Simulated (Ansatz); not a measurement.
**TiCo: density, localisation and related maps**

The calculation's input:

```
crystal:
  lattice:
    - [2.8363079286, 0.0, 0.0]
    - [0.0, 2.8363079286, 0.0]
    - [0.0, 0.0, 2.9855872933]
  atoms:
    - { symbol: Ti, position: [0.0, 0.0, 0.0] }
    - { symbol: Co, position: [0.5, 0.5, 0.5], spin: 1.09 }
basis:
  ecutwfc: 420
kpoints:
  mp_grid: { grid: [20, 20, 20] }
hamiltonian:
  xc: pbe
scf:
  occupations: { method: gaussian, width: 0.15 }
output:
  forces: true
  stress: true
  eigenvalues: true
  populations: true
  write_density: true
  write_potential: true
  elf: true
  volumetric_format: npy
magnetization:
  spin_polarized: true
```

Launched as:

```sh
ansatz run input.yaml --threads 2 --pin off --max-ram 5120MiB --backend cpu --events-out ev --progress --plain --runs-dir out
```

Below, planes, directions and counts refer to the conventional cell (a = 2.84 Å, b = 2.84 Å, c = 2.99 Å, α = 90.00°, β = 90.00°, γ = 90.00°).

Space group P4/mmm; a structure from a database of computed crystals, not necessarily the ambient phase; changed on purpose from its base cell (strain -0.050 along x and y, +0.000 along z, atoms carried along); computed pressure about 20 GPa in this cell; spin-polarised.

Level of theory: DFT PBE, scalar-relativistic, plane waves, PAW in Ansatz.

The density is the valence pseudo-density of a PAW calculation; it isn't the true density close to the nuclei.

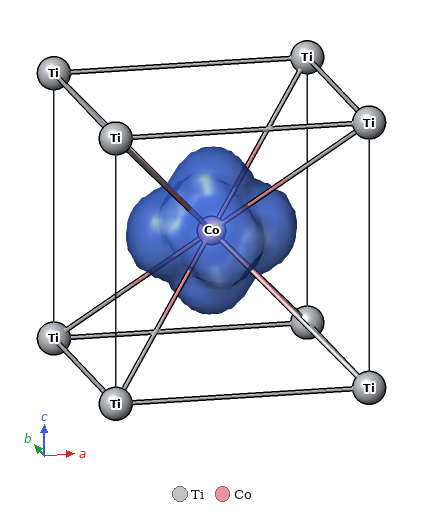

Figure 1. Isosurfaces of the magnetisation density (up minus down) at +0.04 (blue) and −0.04 e/Å³ (red), seen at an oblique angle. Sticks mark near contacts.

Describe the spin distribution.

The spin density sits on Co: +0.5 μB in one cell of 2 atoms: parallel moments, as they must be, since the calculation's own cell holds one magnetic site. The cell of the calculation (2 atoms) carries 0.5 μB of net spin moment. Only one sign reaches the isovalue.

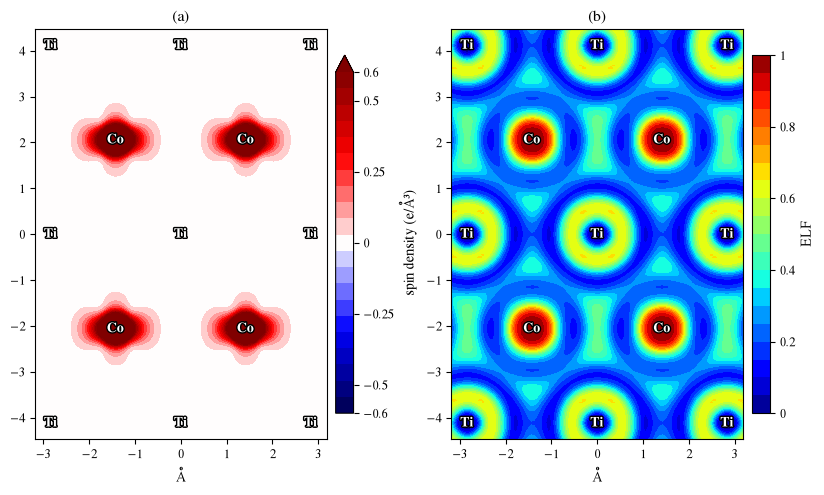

Figure 2. (a) spin density (up minus down); (b) ELF on the (011̄) plane of the conventional cell.

What do the fields say about this system?

The section cuts through Ti and Co sites.
Ti–Co (2.50 Å): the ELF is about 0.25 at the midpoint; no localised pair shows between them.
Ti–Ti (2.84 Å): the ELF is about 0.20 at the midpoint; no localised pair shows between them.
Co–Co (2.84 Å): the ELF is about 0.45 at the midpoint.
The features right at Ti and Co lie inside the PAW spheres, where the map follows smoothed inner orbitals and isn't to be read closely.

Metal or insulator at this level of theory?

It is metallic or semimetallic at this level of theory: no gap opens.
